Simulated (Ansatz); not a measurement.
## AlGaN$_{2}$: one change and its effect

System: AlGaN$_{2}$ (P-4m2, 4 atoms in the cell).
Method of run A: Kohn-Sham DFT of a periodic cell, HSE06, Ansatz PAW, no spin polarisation (Ansatz 0.2.0).

The structure derives from a Materials Project entry. Text and figures count atoms from 1; the logs count them from 0 in places.

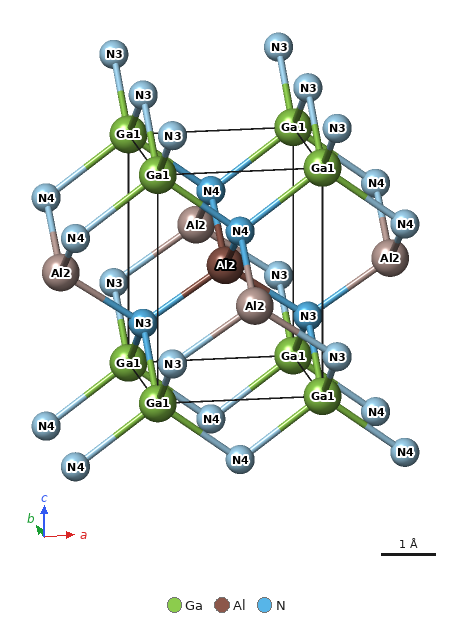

**Figure 1.** The starting structure (ball-and-stick view of the cell of the calculation, seen slightly off an axis; neighbours outside the cell are drawn fainter; atoms are numbered from 1 in the order of the input). An atom can appear more than once, as a periodic image. Near neighbours in the periodic cell (some may lie outside the picture): Ga has 4 N at 1.95 Å; Al has 4 N at 1.89 Å; N has 2 Al at 1.89 Å and 2 Ga at 1.95 Å.

The input, run A:
```yaml
crystal:
  lattice:
    - [3.1408770487, 0.0, 0.0]
    - [0.0, 3.1408770487, 0.0]
    - [0.0, 0.0, 4.42383794]
  atoms:
    - { symbol: Ga, position: [0.0, 0.0, 0.0] }
    - { symbol: Al, position: [0.5, 0.5, 0.5] }
    - { symbol: "N", position: [0.0, 0.5, 0.26173519] }
    - { symbol: "N", position: [0.5, 0.0, 0.73826481] }
hamiltonian:
  xc: hse06
  pseudopotentials: { kind: paw }
kpoints:
  mp_grid: { grid: [6, 6, 4] }
scf:
  occupations: { method: fermi_dirac, width: 0.05 }
output:
  forces: true
  stress: true
  eigenvalues: true
relax:
  f_tol: 0.01
  max_steps: 40
  cell: { stress_tol: 0.05 }
```

Hardware: 1 × NVIDIA H100 80GB HBM3, 2 threads of AMD EPYC (Zen 3), 144 GiB of memory available, shared host.

Output, shortened to warnings, some set-up lines, iterations and results (run A):
```
Basis set: ecut = 420 eV, 855 PW (Γ), exchange–correlation on 48×48×60 points (8 copies of the dense FFT grid, shifted against one another)
Symmetry: 8 space group operations
k-points: 30 of 144 (time reversal used)
Initial density: superposition of atomic densities (neutral atoms: chi_scale 0, normalization atom), corrected by the library's trained network
[...]
SCF iter   1: F=—  HF=-5092.088610 eV  |F-HF|=—  |Δ(HF+E_count)|=         —  Δρ=1.19e-3  dr2=6.45e-4  ethr=1.77e-3  ⟨swp⟩=10.3  Hψ=2571  notcnv=0
SCF iter   2: F=—  HF=-5092.089264 eV  |F-HF|=—  |Δ(HF+E_count)|=   6.53e-4  Δρ=6.65e-4  dr2=8.05e-5  ethr=2.48e-6  ⟨swp⟩=5.4  Hψ=1912  notcnv=0  defer=4
SCF iter   3: F=—  HF=-5092.089308 eV  |F-HF|=—  |Δ(HF+E_count)|=   4.47e-5  Δρ=2.33e-4  dr2=8.50e-6  ethr=3.10e-7  ⟨swp⟩=3.1  Hψ=1016  notcnv=0  defer=1
SCF iter   4: F=—  HF=-5092.089330 eV  |F-HF|=—  |Δ(HF+E_count)|=   2.15e-5  Δρ=7.36e-5  dr2=1.67e-6  ethr=3.27e-8  ⟨swp⟩=3.5  Hψ=1316  notcnv=0  defer=1
SCF iter   5: F=—  HF=-5092.089330 eV  |F-HF|=—  |Δ(HF+E_count)|=   1.90e-7  Δρ=3.44e-5  dr2=2.63e-7  ethr=6.43e-9  ⟨swp⟩=3.1  Hψ=1166  notcnv=0  defer=1
[... 64 lines ...]
SCF 11 stopped early in 5 iterations: F = -5093.047297 eV  dr2 = 9.03e-11
SCF iter   1: F=—  HF=-5093.047297 eV  |F-HF|=—  |Δ(HF+E_count)|=         —  Δρ=5.75e-7  dr2=8.22e-11  ethr=1.98e-11  ⟨swp⟩=12.7  Hψ=1808  notcnv=0
SCF iter   2: F=-5093.047297 eV  HF=-5093.047297 eV  |F-HF|=5.46e-12  |Δ(HF+E_count)|=  2.00e-11  Δρ=2.23e-7  dr2=5.32e-12  ethr=1.00e-12  ⟨swp⟩=3.7  Hψ=1209  notcnv=0
SCF 12 converged in 2 iterations: F = -5093.047297 eV  dr2 = 5.32e-12
relax step   4: F+E_penalty+E_count = -5093.04729729 eV  Δ(F+E_penalty+E_count) = +4.400e-4 eV  max|allowed force component| = 7.223e-4 eV/Å  Δτ_max = 0.0000 Å  P = -0.001 …
basis re-selected at this cell: Δ(F+E_penalty+E_count) = +4.400e-4 eV, ΔP = -0.014 GPa vs the last step (what re-selecting the basis moved, of the pressure what is left beyond the Pulay correction that the steps carried, after the strain that the cell walked since its last selection, with what the …
hybrid SCF converged: 2 outer / 7 inner (+0 warm-up), last move |dexx| = 1.41e-11 eV, tail = 1.33e-11 eV
Stability not checked: this state was not tested for a lower state beside it, because the functional holds exact exchange (a hybrid, or Hartree-Fock), whose exchange loop this test does not read (fock_operator; see scf.lower_state_search)
Free energy (F): -5093.047297 eV
Frozen-core exchange: fock
Harris-Foulkes:  -5093.047297 eV  (|F-HF|=5.46e-12)
Internal energy: -5093.047297 eV  (E = F + TS)
E sigma→0 (E₀):  -5093.047297 eV
Fermi energy:    9.701490 eV
--- Per-component energies (eV) ---
  E_band       = -49.676023
  E_kinetic    = 406.933045
  E_local      = -2468.964669  (includes V_loc(G=0)·N_el)
  E_nonlocal   = 529.070166
  E_hartree    = 1122.696088
  E_xc         = -186.256165
  E_vxc        = -194.203253  (∫ρ·V_xc dr)
  E_exx        = -79.944831  (= α·E_x^exact, valence–valence)
  E_paw        = -2682.554905  (= ΣΔE_a)
  E_vpaw       = -408.013945  (= ΣTr[D̂ρ^β])
  E_aug_tail   = 0.000120  (compensation charges beyond the density's cutoff)
  E_ewald      = -1734.049250
  E_core_change = 0.023105  (= ΣΔE_core)
  E_smearing   = -0.000000  (= −TS)
  E_closure    = -0.000000  (closes the sum)
  Σ components = -5093.047297   (vs F -5093.047297, Δ=0.00e0)
--- Forces (eV/Å), atoms counted from 1 ---
  atom   1  Ga     0.00000000     0.00000000     0.00000000
  atom   2  Al    -0.00000000     0.00000000     0.00000000
  atom   3  N      0.00000000     0.00000000    -0.00072232
  atom   4  N      0.00000000     0.00000000     0.00072232
  max |Σ_I F_I| component: 2.78e-17 eV/Å
--- Stress (GPa, compression-positive) ---
       -0.004901       0.000000      -0.000000
        0.000000      -0.004901       0.000000
       -0.000000       0.000000       0.007429
  P = ⅓ Tr σ = -0.0008 GPa (-0.008 kbar)
--- Relaxed structure (3 steps of the walk, 3 accepted, 1 SCFs on fresh bases) ---
[...]
```

Run B used a changed input.

The two runs side by side:

| quantity | run A | run B |
| --- | --- | --- |
| outcome | converged | converged |
| free energy per atom (eV) | −1273.2618 | −1273.3468 |
| gap on the mesh (eV) | 4.18 | 4.89 |
| pressure (GPa) | 0.00 | 0.00 |
| volume per atom (Å³) | 10.87 | 10.87 |
| largest force (eV/Å) | 0.001 | 0.001 |
| irreducible k-points | 30 | 30 |
| wall time (shared host) | 65 s | 56 s |

What was changed in the input?

The change (lines with − go, lines with + come):
```diff
-  xc: hse06
+  xc: pbe0
```

The total energies belong to different methods, so their difference says nothing on which is more stable or more accurate. The gap on the mesh goes from 4.18 to 4.89 eV. The functional changes from HSE06 to PBE0.

Output, shortened to warnings, some set-up lines, iterations and results (run B):
```
Basis set: ecut = 420 eV, 855 PW (Γ), exchange–correlation on 48×48×60 points (8 copies of the dense FFT grid, shifted against one another)
Symmetry: 8 space group operations
k-points: 30 of 144 (time reversal used)
Initial density: superposition of atomic densities (neutral atoms: chi_scale 0, normalization atom), corrected by the library's trained network
[...]
SCF iter   1: F=—  HF=-5092.088379 eV  |F-HF|=—  |Δ(HF+E_count)|=         —  Δρ=1.20e-3  dr2=6.41e-4  ethr=1.77e-3  ⟨swp⟩=10.3  Hψ=2572  notcnv=0
SCF iter   2: F=—  HF=-5092.089035 eV  |F-HF|=—  |Δ(HF+E_count)|=   6.56e-4  Δρ=6.57e-4  dr2=7.86e-5  ethr=2.46e-6  ⟨swp⟩=5.4  Hψ=1905  notcnv=0  defer=4
SCF iter   3: F=—  HF=-5092.089081 eV  |F-HF|=—  |Δ(HF+E_count)|=   4.58e-5  Δρ=2.35e-4  dr2=8.44e-6  ethr=3.02e-7  ⟨swp⟩=3.0  Hψ=974  notcnv=0  defer=1
SCF iter   4: F=—  HF=-5092.089103 eV  |F-HF|=—  |Δ(HF+E_count)|=   2.18e-5  Δρ=6.90e-5  dr2=1.54e-6  ethr=3.25e-8  ⟨swp⟩=4.0  Hψ=1353  notcnv=0  defer=1
SCF iter   5: F=—  HF=-5092.089103 eV  |F-HF|=—  |Δ(HF+E_count)|=   7.06e-8  Δρ=3.50e-5  dr2=2.64e-7  ethr=5.91e-9  ⟨swp⟩=3.1  Hψ=1178  notcnv=0  defer=1
[... 63 lines ...]
SCF 11 stopped early in 5 iterations: F = -5093.387105 eV  dr2 = 1.18e-10
SCF iter   1: F=—  HF=-5093.387105 eV  |F-HF|=—  |Δ(HF+E_count)|=         —  Δρ=6.63e-7  dr2=1.19e-10  ethr=7.70e-11  ⟨swp⟩=12.2  Hψ=1766  notcnv=0
SCF iter   2: F=-5093.387105 eV  HF=-5093.387105 eV  |F-HF|=7.28e-12  |Δ(HF+E_count)|=  1.73e-11  Δρ=2.48e-7  dr2=8.16e-12  ethr=1.00e-12  ⟨swp⟩=3.5  Hψ=1292  notcnv=0
SCF 12 converged in 2 iterations: F = -5093.387105 eV  dr2 = 8.16e-12
relax step   4: F+E_penalty+E_count = -5093.38710546 eV  Δ(F+E_penalty+E_count) = +4.670e-4 eV  max|allowed force component| = 6.802e-4 eV/Å  Δτ_max = 0.0000 Å  P = -0.004 …
basis re-selected at this cell: Δ(F+E_penalty+E_count) = +4.670e-4 eV, ΔP = -0.016 GPa vs the last step (what re-selecting the basis moved, of the pressure what is left beyond the Pulay correction that the steps carried, after the strain that the cell walked since its last selection, with what the …
hybrid SCF converged: 2 outer / 7 inner (+0 warm-up), last move |dexx| = 3.32e-11 eV, tail = 1.86e-11 eV
Stability not checked: this state was not tested for a lower state beside it, because the functional holds exact exchange (a hybrid, or Hartree-Fock), whose exchange loop this test does not read (fock_operator; see scf.lower_state_search)
Free energy (F): -5093.387105 eV
Frozen-core exchange: fock
Harris-Foulkes:  -5093.387105 eV  (|F-HF|=7.28e-12)
Internal energy: -5093.387105 eV  (E = F + TS)
E sigma→0 (E₀):  -5093.387105 eV
Fermi energy:    9.687586 eV
--- Per-component energies (eV) ---
  E_band       = -60.191312
  E_kinetic    = 407.090232
  E_local      = -2468.879908  (includes V_loc(G=0)·N_el)
  E_nonlocal   = 529.497542
  E_hartree    = 1122.534962
  E_xc         = -178.241307
  E_vxc        = -187.386082  (∫ρ·V_xc dr)
  E_exx        = -90.744814  (= α·E_x^exact, valence–valence)
  E_paw        = -2680.283677  (= ΣΔE_a)
  E_vpaw       = -404.093470  (= ΣTr[D̂ρ^β])
  E_aug_tail   = 0.000120  (compensation charges beyond the density's cutoff)
  E_ewald      = -1734.334652
  E_core_change = -0.025604  (= ΣΔE_core)
  E_smearing   = -0.000000  (= −TS)
  E_closure    = -0.000000  (closes the sum)
  Σ components = -5093.387105   (vs F -5093.387105, Δ=0.00e0)
--- Forces (eV/Å), atoms counted from 1 ---
  atom   1  Ga    -0.00000000     0.00000000     0.00000000
  atom   2  Al    -0.00000000     0.00000000     0.00000000
  atom   3  N      0.00000000    -0.00000000    -0.00068025
  atom   4  N      0.00000000    -0.00000000     0.00068025
  max |Σ_I F_I| component: 6.42e-17 eV/Å
--- Stress (GPa, compression-positive) ---
       -0.008185      -0.000000       0.000000
       -0.000000      -0.008185       0.000000
        0.000000       0.000000       0.004956
  P = ⅓ Tr σ = -0.0038 GPa (-0.038 kbar)
--- Relaxed structure (3 steps of the walk, 3 accepted, 1 SCFs on fresh bases) ---
[...]
```
